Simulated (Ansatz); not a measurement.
WS

Input

```
crystal:
  lattice:
    - [0.0, 2.5264236993, 2.5264236993]
    - [2.5264236993, 0.0, 2.5264236993]
    - [2.5264236993, 2.5264236993, 0.0]
  atoms:
    - { symbol: W, position: [0.0, 0.0, 0.0], spin: 2.5 }
    - { symbol: S, position: [0.5, 0.5, 0.5] }
basis:
  ecutwfc: 420
kpoints:
  mp_grid: { grid: [14, 14, 14] }
hamiltonian:
  xc: pbe
scf:
  occupations: { method: gaussian, width: 0.1 }
  lower_state_search: "off"
output:
  forces: true
  stress: true
  eigenvalues: true
  populations: true
  write_density: true
  write_potential: true
  elf: true
  volumetric_format: npy
magnetization:
  spin_polarized: true
```

Run with:

```sh
ansatz run input.yaml --threads 1 --pin off --max-ram 2560MiB --backend cpu --events-out ev --progress --plain --runs-dir out
```

Below, planes, directions and counts refer to the conventional cell (a = 5.05 Å, b = 5.05 Å, c = 5.05 Å, α = 90.00°, β = 90.00°, γ = 90.00°).

Space group Fm-3m; started from the rock salt prototype, which need not be the ambient phase; computed pressure about −10 GPa in this cell; the program warned that a starting moment wasn't kept; spin-polarised, but the moments vanished.

Theory: DFT PBE, scalar-relativistic, plane waves, PAW in Ansatz.

In a PAW calculation such maps are meaningful between the atoms, not at the nuclei.

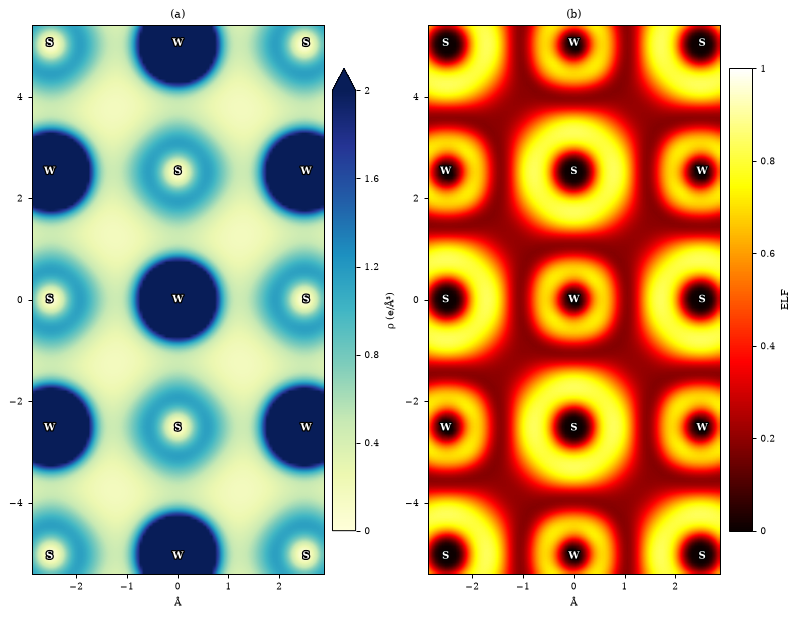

Figure 1. (a) valence electron density; (b) electron localisation function on the (001) plane of the conventional cell.

### Describe what can be read from this map.

Atoms in the plane: W and S. W–S (2.53 Å): ρ at the midpoint is about 0.46 e/Å³; the ELF peaks at about 0.85 in the valence shell of S, 0.8 Å from its nucleus, and is about 0.35 at the midpoint. Between the atoms the lowest density in this plane is 0.17 e/Å³. The features right at W lie inside the PAW spheres, where the map follows smoothed inner orbitals and isn't to be read closely.

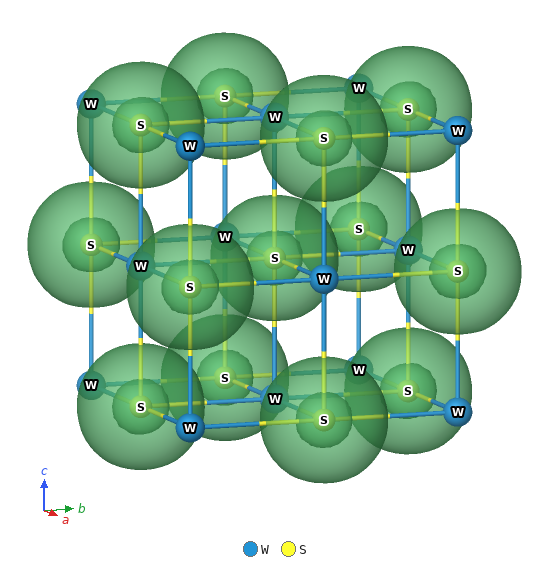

Figure 2. Isosurface of the ELF at 0.6 (green), seen slightly off an axis. Core shells and regions of very low density are left out. Sticks mark near contacts.

### Where are the electrons localised?

The ELF exceeds this value in four regions wrapped around S (the valence shell of each), counted in one cell of 8 atoms. Regions shared between cells count once.

### Metal or insulator at this level of theory?

It is gapless in this calculation (a metal or semimetal); semilocal functionals without U, or without the true magnetic order, often close the gap of such compounds.
